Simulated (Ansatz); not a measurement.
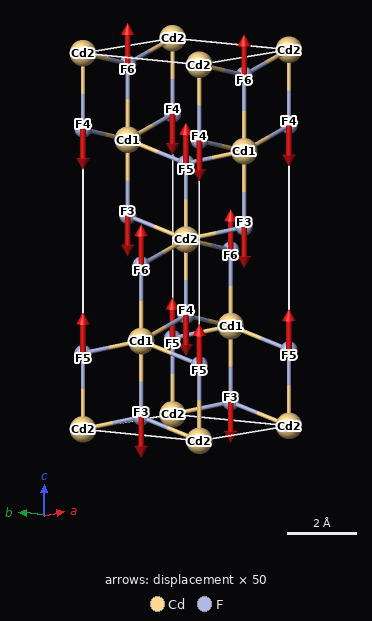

This is a relaxation of a crystal of CdF2 (built on the anatase type). The starting structure is drawn; red arrows show the displacements (the part carried along by the change of the cell is left out), 50 times their true length.

The picture is a ball-and-stick view of the conventional cell (2 times the calculation's cell), seen from a free direction. Lengths and directions refer to the drawn axes.

Theory: DFT, r2SCAN+rVV10, plane waves, PAW (Ansatz 0.2.0).

Input file:
```yaml
crystal:
  lattice:
    - [-2.1568236277, 2.1568236277, 5.5699377722]
    - [2.1568236277, -2.1568236277, 5.5699377722]
    - [2.1568236277, 2.1568236277, -5.5699377722]
  atoms:
    - { symbol: Cd, position: [0.75, 0.25, 0.5] }
    - { symbol: Cd, position: [0.0, 0.0, 0.0] }
    - { symbol: F, position: [0.5477679204, 0.0477679204, 0.5] }
    - { symbol: F, position: [0.7977679204, 0.7977679204, 0.0] }
    - { symbol: F, position: [0.2022320796, 0.2022320796, 0.0] }
    - { symbol: F, position: [0.9522320796, 0.4522320796, 0.5] }
kpoints:
  mp_grid: { grid: [8, 8, 8] }
hamiltonian:
  xc: r2scan
  dispersion: rvv10
scf:
  occupations: { method: fermi_dirac, width: 0.03 }
relax:
  f_tol: 0.01
  cell: {}
  max_steps: 120
output:
  write_density: true
  write_potential: true
  elf: true
  volumetric_format: npy
```

Launched with:
```bash
ansatz run input.yaml --threads 2 --pin off --max-ram 20275MiB --backend cpu --events-out ev --progress --plain --runs-dir out
```

Question: What did the optimiser do to the structure, and how much energy did it gain?

Answer: The largest moves relative to the cell, 0.024 Å, are those of F3, F4, F5 and F6. F5 goes along +c. Cd stays in place. The drawn cell changes as follows: a = b 4.314 → 4.308 Å (−0.1 %), c 11.140 → 11.040 Å (−0.9 %); the volume changes by −1.2 %. Among the contacts that change: Cd1–F4 2.221 → 2.212 Å. The space group stays I4_1/amd (No. 141). After 2 accepted moves (3 points after the start) the energy has fallen by 4.0 meV per cell of the calculation. Largest force component: 0.05 eV/Å at the start, 0.0015 eV/Å at the end. Pressure: −0.57 GPa at the start and 0.00 GPa at the end. The SCF was repeated once at an unchanged geometry on a basis and grid sized afresh for the cell, which shifted the energy by 0.9 meV per cell of the calculation at most.
